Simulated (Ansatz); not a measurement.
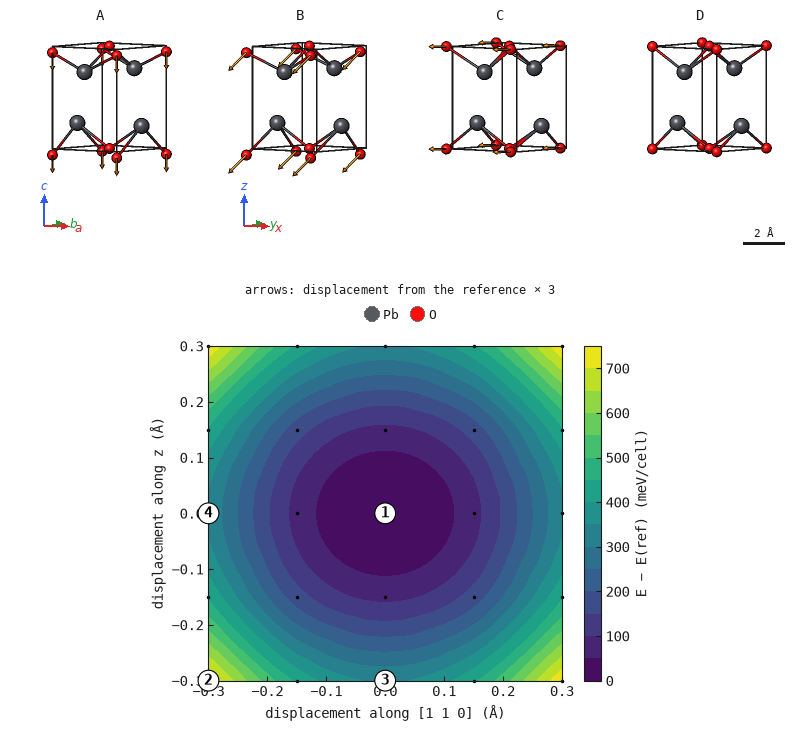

Energy scan for a crystal of PbO (P4/nmm), in which an O atom (one in each cell of 4 atoms) is moved over the plane of the Cartesian directions [1 1 0] and z, all else fixed. The map is interpolated between the computed points (dots). The frames are shuffled; each belongs to one numbered point. A ball-and-stick model of the cell of the calculation, seen nearly along the normal of the scanned plane. Orange arrows: displacements from the reference.

Method: DFT PBE, scalar-relativistic, plane waves, PAW in Ansatz 0.2.0. Set-up: plane-wave cutoff 420 eV; k-point mesh 8 × 8 × 6; occupations gaussian; smearing width 0.05 eV; no spin polarisation. Energies (free energies at the smearing named) are counted from the cell as listed in its source, which wasn't relaxed.

### Which frame belongs to which numbered point?

Point 1 is frame D, at (0.00, 0.00) and 0 meV/cell; 2 is frame B, at (−0.30, −0.30) and 741 meV/cell; 3 is frame A, at (0.00, −0.30) and 343 meV/cell; 4 is frame C, at (−0.30, 0.00) and 340 meV/cell. In pairs of (displacement along [1 1 0] (Å); displacement along z (Å)): the lowest computed point lies at (0.00, 0.00) (0 meV/cell), the highest at (−0.30, −0.30), (0.30, −0.30), (0.30, 0.30), (−0.30, 0.30) (741 meV/cell).  Over the ranges scanned the energy rises by about as much along both axes.

Limits of the set-up: layers or molecules are held without a dispersion correction, so their spacing is unreliable.
